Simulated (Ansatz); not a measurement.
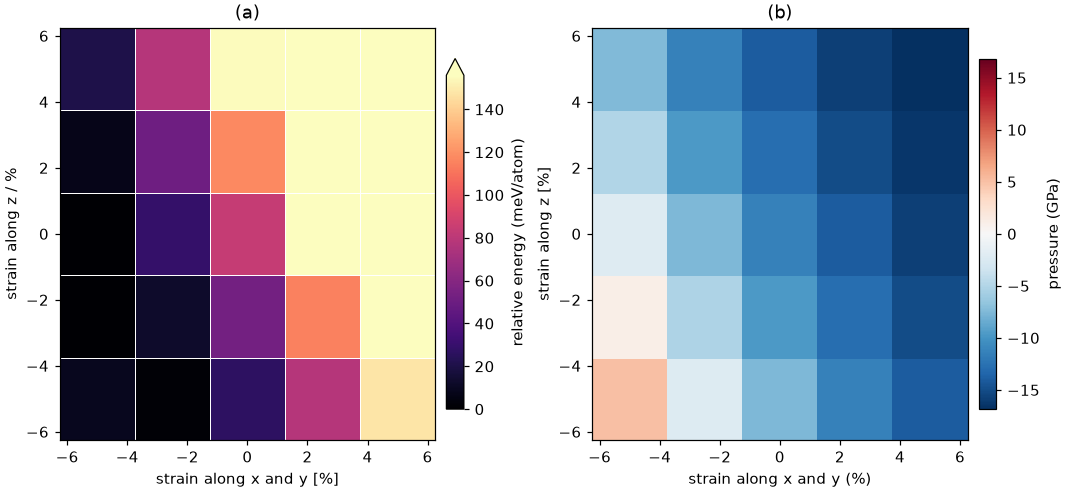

Ag (Im-3m, No. 229; 1 atom in the cell). 
- The cell is strained homogeneously, by one strain along x and y and another along z, with fractional coordinates fixed (x, y and z along the cube axes).
- First axis: strain along x and y. Second axis: strain along z.
- The grid has 5 × 5 points.
- Points are written as (first, second).
- All energies are given in meV/atom relative to the lowest grid point.
- The reference cell is the one listed in the database, not relaxed at this level.
- Computed with DFT LDA, scalar-relativistic, plane waves, PAW in Ansatz. Settings: cutoff 420 eV, k-mesh 20×20×20, gaussian smearing 0.15 eV, no spin polarisation.

Panel (a) is the energy and panel (b) the computed pressure on the same grid.

The picture shows one coloured cell a grid point, one colour for all values above the top of the scale.

Question: How does the pressure vary over the map, and what is it at the lowest grid point?

Answer: It runs from −16.8 GPa at (5.0 %, 5.0 %) to 5.1 GPa at (−5.0 %, −5.0 %). At the lowest grid point, (−5.0 %, 0.0 %), it is −2.2 GPa. That point lies on the edge of the scan.
